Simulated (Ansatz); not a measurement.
Input of the run:

```
crystal:
  lattice:
    - [5.87, 0.0, 0.0]
    - [0.0, 5.87, 0.0]
    - [0.0, 0.0, 5.87]
  atoms:
    - { symbol: Cs, position: [0.0, 0.0, 0.0] }
    - { symbol: Pb, position: [0.5, 0.5, 0.5] }
    - { symbol: Br, position: [0.0, 0.5, 0.5] }
    - { symbol: Br, position: [0.5, 0.0, 0.5] }
    - { symbol: Br, position: [0.5, 0.5, 0.0] }
basis:
  ecutwfc: 420
kpoints:
  mp_grid: { grid: [6, 6, 6] }
  band_path:
    path:
      - [[0.0, 0.0, 0.0], [0.0, 0.5, 0.0], [0.5, 0.5, 0.0], [0.0, 0.0, 0.0], [0.5, 0.5, 0.5], [0.0, 0.5, 0.0]]
      - [[0.5, 0.5, 0.5], [0.5, 0.5, 0.0]]
    npoints: 14
hamiltonian:
  xc: pbesol
scf:
  occupations: { method: gaussian, width: 0.02 }
  n_extra_bands: 12
output:
  forces: true
  stress: true
  eigenvalues: true
  populations: true
  dos: { projected: true, de: 0.02, nscf_kmesh: { grid: [9, 9, 9] } }
  bader: true
  write_density: true
  write_potential: true
  elf: true
  volumetric_format: npy
```

Launched with:
```bash
ansatz run input.yaml --threads 2 --pin off --max-ram 5120MiB --backend cpu --events-out ev --progress --plain --runs-dir out
```

Predict the main features of the band structure. The path is Γ–X–M–Γ–R–X|R–M.

The bands leave a gap. The gap along this path is 1.43 eV and direct: both edges lie at R. The top valence level at R is a single band, not degenerate (spin aside). The top valence band spans 2.1 eV and the lowest conduction band 2.3 eV. The direct gaps are 4.93 eV at Γ, 1.43 eV at R and 3.94 eV at X.

Spin-orbit coupling is left out, which matters for Pb.

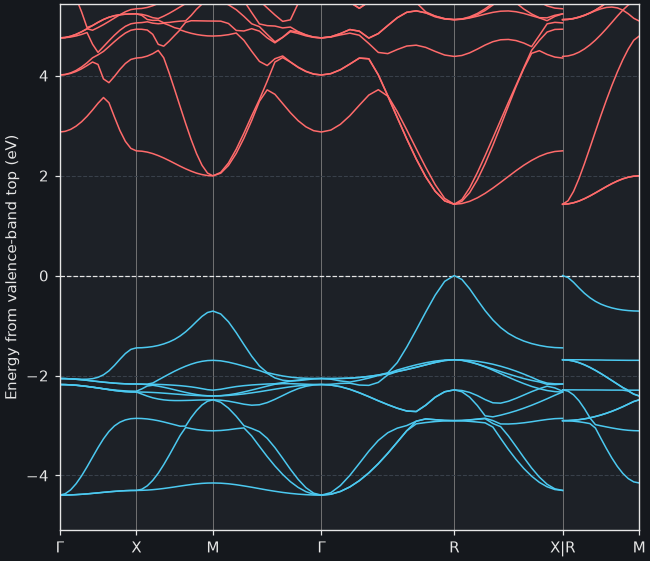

Band structure. Energies are counted from the top of the valence band.
